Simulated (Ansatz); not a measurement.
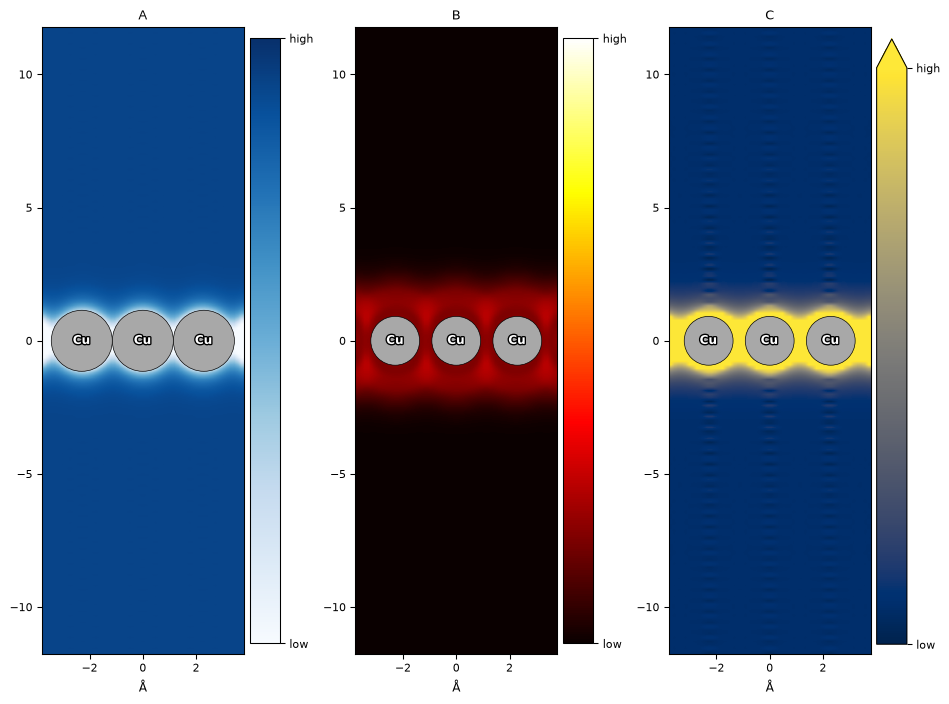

Cu: 3 fields on the (101̄) plane of the conventional cell, with unlabelled colour scales. Grey discs cover the atomic cores.

Space group P2/m; a structure from a database of computed crystals, not necessarily the ambient phase; computed without spin polarisation.

All numbers below come from DFT PBE+D3(BJ), scalar-relativistic, plane waves, PAW in Ansatz.

```xyz
1
Lattice="12.7313 0.0000 3.6239 0.0000 2.2923 0.0000 -5.7574 0.0000 18.1195" Properties=species:S:1:pos:R:3 pbc="T T T"
Cu   -2.8787    1.1461    9.0597
```

Match the panels to the quantities (electron localisation function, electrostatic potential energy of an electron and valence pseudo-density).

Panel A: electrostatic potential energy of an electron (low next to the atoms, rising into the space between them). Panel B: electron localisation function. Panel C: valence pseudo-density.
